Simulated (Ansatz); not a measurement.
# Geometry relaxation of GaP

The run: geometry relaxation of GaP (F-43m, 2 atoms in the cell). Method and program: DFT r2SCAN, scalar-relativistic, plane waves, PAW, no spin polarisation (Ansatz 0.2.0).

The structure derives from an entry of the Crystallography Open Database. Figures and captions count atoms from 1; the log counts them from 0 in places.

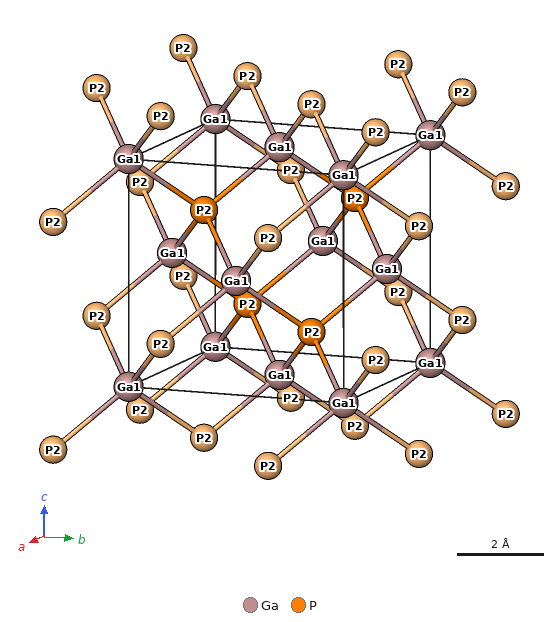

Fig. 1: The input geometry (ball-and-stick view of the cell 4 times as large as that of the calculation, set on its symmetry axes, seen slightly off an axis; neighbours outside the cell are drawn fainter; atoms are numbered from 1 in the order of the input). An atom can appear more than once, as a periodic image.

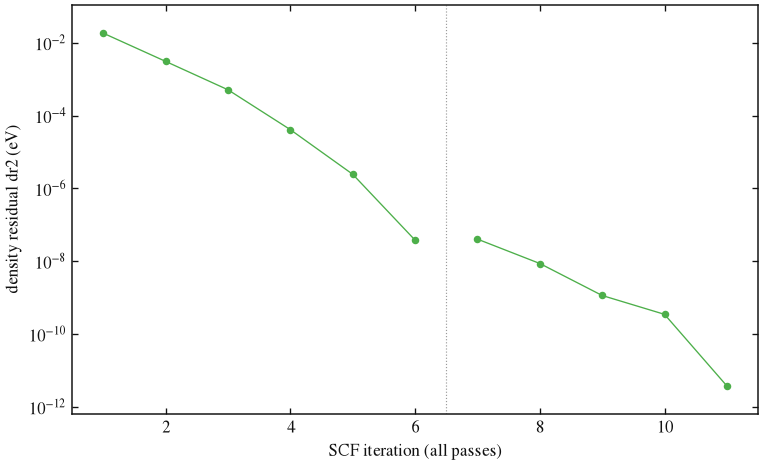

Fig. 2: Convergence of the self-consistent field: density residual dr2 against the SCF iteration. The dotted lines part the SCF passes of the relaxation: geometry steps, rejected trials and re-solves on a re-selected basis. The passes take 6 and 5 iterations.

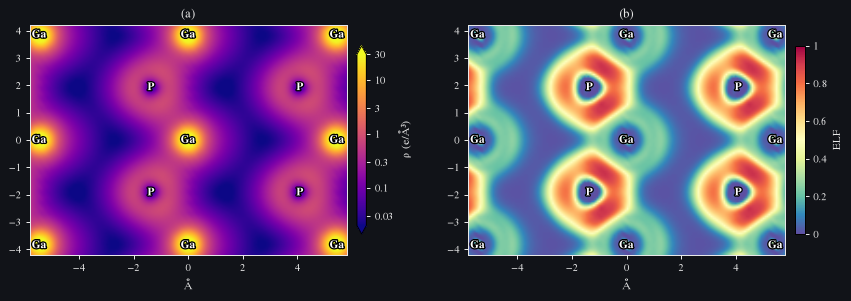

Fig. 3: (a) valence electron density; (b) ELF on the (011) plane of the conventional cell. Ga–P (2.36 Å): ρ is about 0.56 e/Å³ halfway; the ELF is about 0.80 at the midpoint. Away from the nuclei the density in this plane falls to 0.02 e/Å³ at its lowest. In a PAW calculation such maps are meaningful between the atoms, not at the nuclei.

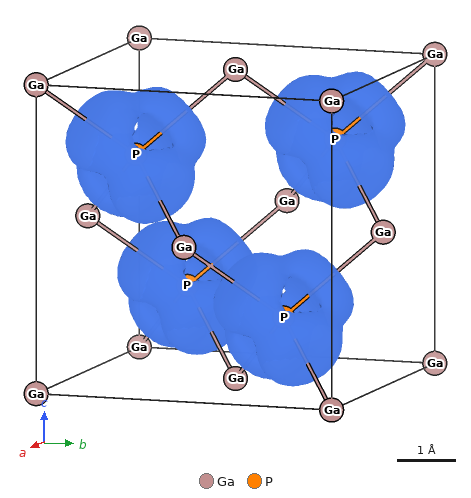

Fig. 4: Isosurface of the ELF at 0.75 (blue), seen slightly off an axis. Only the valence region is drawn (cores and ρ < 0.01 e/Å³ removed). Sticks mark near contacts. The outline is the cell set on symmetry axes. Values along the shortest contacts: Ga–P (2.36 Å): the ELF is about 0.80 at the midpoint.

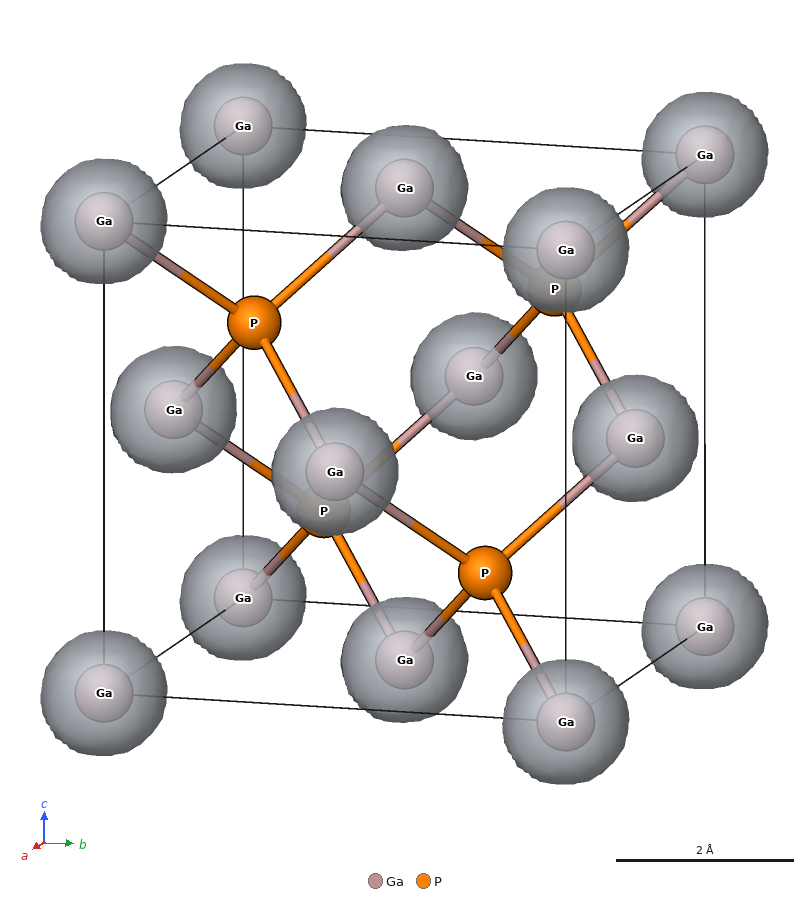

Fig. 5: Isosurface of the valence electron density at 1 e/Å³ (grey), seen slightly off an axis. Sticks mark near contacts. The outline is the cell set on symmetry axes. At this value the density breaks into separate islands; it holds about 50 % of the electrons treated as valence (semicore included). It is pinched off along the Ga–P (2.36 Å) contacts. On the grid the lowest density along these lines, outside the cores, is 0.54 e/Å³ (Ga–P, 2.36 Å).

The input and output of the run follow.

### Input
```yaml
crystal:
  lattice:
    - [0.0, 2.72525, 2.72525]
    - [2.72525, 0.0, 2.72525]
    - [2.72525, 2.72525, 0.0]
  atoms:
    - { symbol: Ga, position: [0.0, 0.0, 0.0] }
    - { symbol: P, position: [0.75, 0.75, 0.75] }
basis:
  ecutwfc: 500
kpoints:
  mp_grid: { grid: [8, 8, 8] }
hamiltonian:
  xc: r2scan
scf:
  occupations: { method: gaussian, width: 0.02 }
output:
  forces: true
  stress: true
  eigenvalues: true
  write_density: true
  write_potential: true
  elf: true
  volumetric_format: npy
relax:
  adjacent_minimum: "off"
  f_tol: 0.005
  max_steps: 80
  cell: { stress_tol: 0.05 }
```

Launch command:
```bash
ansatz run input.yaml --threads 1 --pin off --max-ram 2560MiB --backend cpu --events-out ev --progress --plain --runs-dir out
```

### Output
```
Engine: ansatz 0.2.0, x86_64-unknown-linux-gnu
Pseudopotentials: kind: paw
Pseudopotential: Ga, paw, valence charge 13, recommended cutoff 500 eV (meta_gga), Ga.paw.azcp
Pseudopotential: P, paw, valence charge 5, recommended cutoff 500 eV (meta_gga), P.paw.azcp
Functional definition: r2SCAN
  parameter k0 = 0.174
  parameter k1 = 0.065
  parameter a1 = 4.9479
  exchange = r2scan_x(k0 = k0, k1 = k1, a1 = a1)
  correlation = r2scan_c
Crystal: 2 atoms, lattice volume = 40.481 Å³
Basis set: ecut = 500 eV, 965 PW (Γ), exchange–correlation on 120×120×120 points (64 copies of the dense FFT grid, shifted against one another)
Bands: 13, of which v1, the nominal top of the filled ones, is band 9 counted from 1 (8 counted from 0)
Symmetry: 24 space group operations
Space group: F-43m (ITA 216), of the structure as read, at distance tolerance 3.4e-5 Å
k-points: 29 of 512 (time reversal used)
Non-local potential: Ga, projectors of the file, l = 0: 2, l = 1: 2, l = 2: 3, l = 3: 1
Non-local potential: P, projectors of the file, l = 0: 2, l = 1: 2, l = 2: 2
PAW form: soft (Blöchl's): semilocal exchange-correlation on the pseudo side does not see the compensation charge
PAW frozen core: Ga, regenerated for the run's functional (the file was generated under x = pbe(κ = 0.804, μ = 0.2195149727645171), c = pbe(β = 0.06672455060314922))
PAW frozen core: P, regenerated for the run's functional (the file was generated under x = pbe(κ = 0.804, μ = 0.2195149727645171), c = pbe(β = 0.06672455060314922))
PAW one-centre angular grid: Ga, 590 points (default); XC on 160 Gauss nodes
PAW one-centre angular grid: P, 302 points (default); XC on 160 Gauss nodes
Initial density: superposition of atomic densities (neutral atoms: chi_scale 0, normalization atom), corrected by the library's trained network
Initial wavefunctions: pseudopotential atomic-orbital guess
Functional: x = r2scan, c = r2scan; τ floored in thin density (d = 2e-4 eV/Å³)
SCF iter   1: F=—  HF=-4550.473694 eV  |F-HF|=—  |Δ(HF+E_count)|=         —  Δρ=8.76e-3  dr2=1.84e-2  dr2_τ=7.36e-3  ethr=1.77e-3  ⟨swp⟩=6.2  Hψ=2547  notcnv=0
preconditioner: auto → none  [insulator: Δε(μ)=1.828 eV  Ē_g=16.401 eV  σ=0.020 eV  W_gap=1.00  n_scr=14 (ndim 8)  ℏωp=24.8 eV  f_vac=0.013  D(μ)=0.00/eV (n_scr^D=0)  ε∞_Penn≈3.3]
SCF iter   2: F=—  HF=-4550.484174 eV  |F-HF|=—  |Δ(HF+E_count)|=   1.05e-2  Δρ=2.32e-3  dr2=3.09e-3  dr2_τ=9.72e-5  ethr=1.02e-4  ⟨swp⟩=3.0  Hψ=1080  notcnv=0
SCF iter   3: F=—  HF=-4550.482640 eV  |F-HF|=—  |Δ(HF+E_count)|=   1.53e-3  Δρ=1.72e-3  dr2=5.13e-4  dr2_τ=7.43e-6  ethr=1.72e-5  ⟨swp⟩=2.1  Hψ=758  notcnv=0
SCF iter   4: F=—  HF=-4550.482870 eV  |F-HF|=—  |Δ(HF+E_count)|=   2.30e-4  Δρ=2.43e-4  dr2=4.12e-5  dr2_τ=4.91e-7  ethr=2.85e-6  ⟨swp⟩=2.9  Hψ=685  notcnv=0
SCF iter   5: F=—  HF=-4550.482855 eV  |F-HF|=—  |Δ(HF+E_count)|=   1.48e-5  Δρ=8.38e-5  dr2=2.45e-6  dr2_τ=2.90e-8  ethr=2.29e-7  ⟨swp⟩=2.0  Hψ=468  notcnv=0
SCF iter   6: F=-4550.482855 eV  HF=-4550.482855 eV  |F-HF|=5.98e-8  |Δ(HF+E_count)|=   6.12e-7  Δρ=9.71e-6  dr2=3.80e-8  dr2_τ=3.44e-9  ethr=5.56e-10  ⟨swp⟩=10.4  Hψ=3413  notcnv=0
SCF 1 converged in 6 iterations: F = -4550.482855 eV  dr2 = 3.80e-8
  greatest PAW one-centre occupation: 0.993 electrons in one spin orbital (limit 2), on the Ga atom at site 0 (counted from 0), in its partial waves of l = 2
relax step   1: F+E_penalty+E_count = -4550.48285462 eV  Δ(F+E_penalty+E_count) = +0.000e0 eV  max|allowed force component| = 2.591e-16 eV/Å  Δτ_max = 0.0000 Å  P = +0.043 GPa  Ω = 40.481 Å³  (6 SCF iters, dr2 threshold 1.00e-7 eV, accepted)
Initial density: handed on by an earlier stage of this run
Initial wavefunctions: pseudopotential atomic-orbital guess (no wavefunctions were taken with the density)
iter 1 solved again at ethr=1.07e-6 eV; its pass at ethr=3.10e-3 eV (dr2=1.92e-4 eV) is discarded
SCF iter   1: F=—  HF=-4550.482852 eV  |F-HF|=—  |Δ(HF+E_count)|=         —  Δρ=1.03e-5  dr2=4.06e-8  dr2_τ=3.30e-9  ethr=1.07e-6  ⟨swp⟩=3.0  Hψ=3477  notcnv=0
eigensolver tolerance schedule: the retry pair's looser diagonalisation over-reported the residual by 4725.47 of it (diagonalisation noise at an unbounded share of the residual, at the tolerance the schedule requests for it); recorded, not acted on — ethr = c·dr2/N_el stays at c = 1.0e-1
preconditioner: auto → none  [insulator: Δε(μ)=1.894 eV  Ē_g=16.252 eV  σ=0.020 eV  W_gap=1.00  n_scr=14 (ndim 8)  ℏωp=24.8 eV  f_vac=0.008  D(μ)=0.00/eV (n_scr^D=0)  ε∞_Penn≈3.3]
SCF iter   2: F=—  HF=-4550.482855 eV  |F-HF|=—  |Δ(HF+E_count)|=   2.92e-6  Δρ=6.66e-6  dr2=8.70e-9  dr2_τ=2.15e-10  ethr=2.26e-10  ⟨swp⟩=3.2  Hψ=840  notcnv=0
SCF iter   3: F=—  HF=-4550.482855 eV  |F-HF|=—  |Δ(HF+E_count)|=  1.27e-10  Δρ=2.43e-6  dr2=1.15e-9  dr2_τ=2.79e-11  ethr=4.83e-11  ⟨swp⟩=2.0  Hψ=635  notcnv=0
SCF iter   4: F=—  HF=-4550.482855 eV  |F-HF|=—  |Δ(HF+E_count)|=   1.13e-9  Δρ=9.87e-7  dr2=3.49e-10  dr2_τ=6.49e-12  ethr=6.39e-12  ⟨swp⟩=2.4  Hψ=590  notcnv=0
SCF iter   5: F=-4550.482855 eV  HF=-4550.482855 eV  |F-HF|=5.46e-12  |Δ(HF+E_count)|=  8.73e-11  Δρ=1.22e-7  dr2=3.77e-12  dr2_τ=1.65e-13  ethr=1.00e-12  ⟨swp⟩=5.7  Hψ=2121  notcnv=0
SCF 2 converged in 5 iterations: F = -4550.482855 eV  dr2 = 3.77e-12
relax step   2: F+E_penalty+E_count = -4550.48285466 eV  Δ(F+E_penalty+E_count) = -3.861e-8 eV  max|allowed force component| = 2.591e-16 eV/Å  Δτ_max = 0.0000 Å  P = +0.043 GPa  Ω = 40.481 Å³  stress off target by 4.30e-2 GPa  SCF on the basis re-selected at this cell (its energy is not comparable with the rows above)  (5 SCF iters)
basis re-selected at this cell: Δ(F+E_penalty+E_count) = -3.861e-8 eV, ΔP = -0.000 GPa vs the last step (what re-selecting the basis moved, of the pressure what is left beyond the Pulay correction that the steps carried, after the strain that the cell walked since its last selection, with what the two solves' SCF thresholds leave and, on support functions, any second-order correction that the steps lacked; it is no measure of the basis error at this ecutwfc). This SCF's stress stands 4.30e-2 GPa from its target on what of the cell is left free (relax.cell.stress_tol is 5.00e-2 GPa) and its largest allowed force component is 2.59e-16 eV/Å (relax.f_tol is 5.00e-3 eV/Å): within both
SCF converged after 5 iterations
Free energy (F): -4550.482855 eV
Harris-Foulkes:  -4550.482855 eV  (|F-HF|=5.46e-12)
Internal energy: -4550.482855 eV  (E = F + TS)
E sigma→0 (E₀):  -4550.482855 eV
Fermi energy:    7.846858 eV
--- Per-component energies (eV) ---
  E_band       = -67.627275
  E_kinetic    = 185.481863
  E_local      = -2202.697909  (includes V_loc(G=0)·N_el)
  E_nonlocal   = 460.450784
  E_hartree    = 1020.486189
  E_xc         = -120.990361
  E_vxc        = -124.834789  (∫ρ·V_xc dr)
  E_paw        = -2579.824523  (= ΣΔE_a)
  E_vpaw       = -433.015092  (= ΣTr[D̂ρ^β])
  E_aug_tail   = -0.000042  (compensation charges beyond the density's cutoff)
  E_vtau       = 6.015546  (kinetic-family band-sum trace: ∫τ·v_τ [+ j·A + Jᵃ·Aᵃ] dr)
  E_ewald      = -1312.644944
  E_core_change = -0.743912  (= ΣΔE_core)
  E_smearing   = -0.000000  (= −TS)
  E_closure    = -0.000000  (closes the sum)
  Σ components = -4550.482855   (vs F -4550.482855, Δ=0.00e0)
--- Forces (eV/Å), atoms counted from 1 ---
  atom   1  Ga    -0.00000000     0.00000000    -0.00000000
  atom   2  P      0.00000000    -0.00000000    -0.00000000
  max |Σ_I F_I| component: 1.48e-16 eV/Å
--- Stress (GPa, compression-positive) ---
        0.043013       0.000000       0.000000
        0.000000       0.043013       0.000000
       -0.000000       0.000000       0.043013
  P = ⅓ Tr σ = 0.0430 GPa (0.430 kbar)
--- Band table (eV; the first three rows and the last of 29) ---
  k-point 0: bands = ["-8.0890", "-8.0890", "-8.0890", "-7.9766", "-7.9766", "-6.1261", "6.8997", "6.8997", "6.8997", "9.2650", "11.0727", "11.0727", "11.0727"]
  k-point 1: bands = ["-8.1055", "-8.0840", "-8.0840", "-7.9766", "-7.9766", "-5.9125", "5.2755", "6.6607", "6.6607", "9.7931", "11.4390", "11.4390", "11.7587"]
  k-point 2: bands = ["-8.1405", "-8.0731", "-8.0731", "-7.9752", "-7.9752", "-5.3100", "2.9326", "6.2077", "6.2077", "9.4448", "11.9688", "11.9688", "13.7894"]
  k-point 28: bands = ["-8.2018", "-8.0460", "-8.0241", "-7.9930", "-7.9671", "-2.9345", "0.1608", "3.1872", "3.3570", "11.9327", "12.1949", "13.4411", "13.4836"]
--- Relaxed structure (1 steps of the walk, 1 accepted, 1 SCFs on fresh bases) ---
  F+E_penalty+E_count = -4550.48285466 eV   max|allowed force component| = 2.591e-16 eV/Å   (the final SCF, on the basis selected at the relaxed cell)
  cell:  # Å, volume = 40.4808 Å³
    - [0.0, 2.72525, 2.72525]
    - [2.72525, 0.0, 2.72525]
    - [2.72525, 2.72525, 0.0]
  atoms:
    - { symbol: Ga, position: [0.0, 0.0, 0.0] }
    - { symbol: P, position: [0.75, 0.75, 0.75] }
```

### Trajectory as extended XYZ (Å, eV, eV/Å), 2 frames, from step=1 to step=2
```
2
Lattice="0.0000 2.7252 2.7252 2.7252 0.0000 2.7252 2.7252 2.7252 0.0000" Properties=species:S:1:pos:R:3:forces:R:3 step=1 energy=-4550.48286 pressure_GPa=0.04
Ga    0.0000    0.0000    0.0000    0.0000   0.0000   0.0000
P     4.0879    4.0879    4.0879    0.0000   0.0000   0.0000
2
Lattice="0.0000 2.7252 2.7252 2.7252 0.0000 2.7252 2.7252 2.7252 0.0000" Properties=species:S:1:pos:R:3:forces:R:3 step=2 energy=-4550.48286 pressure_GPa=0.04
Ga    0.0000    0.0000    0.0000    0.0000   0.0000   0.0000
P     4.0879    4.0879    4.0879    0.0000   0.0000   0.0000
```

### Summary

```json
{"quantity": "outcome", "value": "converged"}
{"quantity": "space group (tolerance 0.01 Å)", "value": "F-43m (216)"}
{"quantity": "electrons treated", "value": "18"}
{"quantity": "free energy", "value": "−4550.4829 eV"}
{"quantity": "Fermi energy", "value": "7.847 eV"}
{"quantity": "gap on the k-point mesh", "value": "1.89 eV"}
{"quantity": "pressure", "value": "0.04 GPa"}
{"quantity": "final volume", "value": "40.48 Å³"}
{"quantity": "largest force (length of the vector) at the end", "value": "under 0.001 eV/Å"}
{"quantity": "final cell", "value": "a = 3.854 Å, b = 3.854 Å, c = 3.854 Å, α = 60.00°, β = 60.00°, γ = 60.00°"}
{"quantity": "hardware", "value": "1 thread of Intel Xeon @ 2.50GHz (Skylake/Cascade Lake), 189 GiB of memory available, shared host"}
{"quantity": "wall time", "value": "16 s"}
{"quantity": "peak memory", "value": "0.47 GiB"}
```
